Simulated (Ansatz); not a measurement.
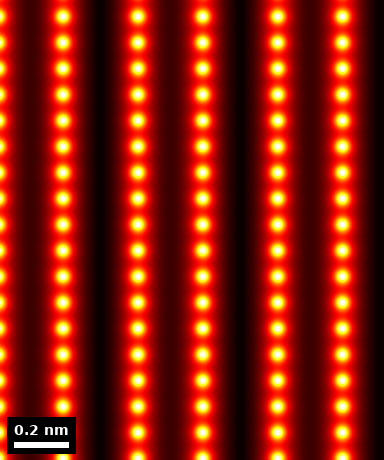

Map of the projected electrostatic potential of Ta. Computed as the sum of neutral-atom potentials (tabulated electron scattering factors, B = 0.3 Å²) projected along the beam and smoothed by 0.25 Å; brighter is more positive. The display is stretched by a gamma of 0.7; percentages refer to the linear signal.

Question: What two-dimensional lattice does the image show, and how large is its cell?

Answer: The pattern repeats on a rectangular net of 0.9 × 5.1 Å.

Question: Which plane group does this projection have?

Answer: p2mm: mirror lines in two perpendicular directions, with twofold points where they cross.

Question: How many columns does the smallest repeating cell hold, and how many levels of brightness?

Answer: 2 columns in the primitive cell of 4.8 Å², all of one brightness.

The crystal is Ta (Fmmm, No. 69) seen along [210]. Model: the end point of a relaxation with DFT r2SCAN, scalar-relativistic, plane waves, PAW (Ansatz 0.2.0); the starting structure was generated, so it need not be a known form of this composition.
